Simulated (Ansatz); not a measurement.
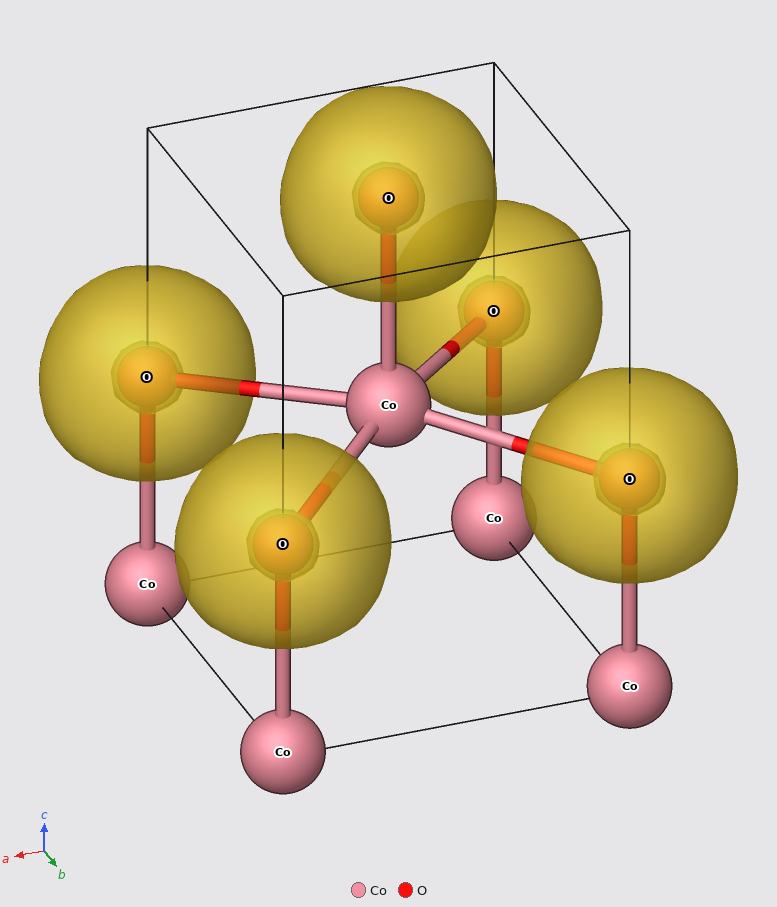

CoO. Isosurface of the ELF at 0.6 (yellow), seen at an oblique angle. Only the valence region is drawn (cores and ρ < 0.01 e/Å³ removed). Sticks mark near contacts.

Space group I4mm; a point of a scan over the structure, not its minimum; not relaxed (largest force 1.0 eV/Å); computed pressure about 6 GPa in this cell; the SCF solution may not be the lowest one; PAW files of the earlier set (soft_1); spin-polarised.

Method: Ansatz, DFT PBEsol, scalar-relativistic, plane waves, PAW.

In a PAW calculation such maps are meaningful between the atoms, not at the nuclei.

Describe the localisation domains.

At this value the surface marks out two regions wrapped around O (the valence shell of each), counted in one cell of 4 atoms. Any copies at cell faces, edges or corners count once. Along the contacts the grid gives the following. Co–O (1.87 Å): the ELF peaks at about 0.80 in the valence shell of O, 0.6 Å from its nucleus, and is about 0.20 at the midpoint (no localised pair shows between them). Co–O (2.09 Å): the ELF peaks at about 0.80 in the valence shell of O, 0.6 Å from its nucleus, and is about 0.15 at the midpoint: no localised pair shows between them.
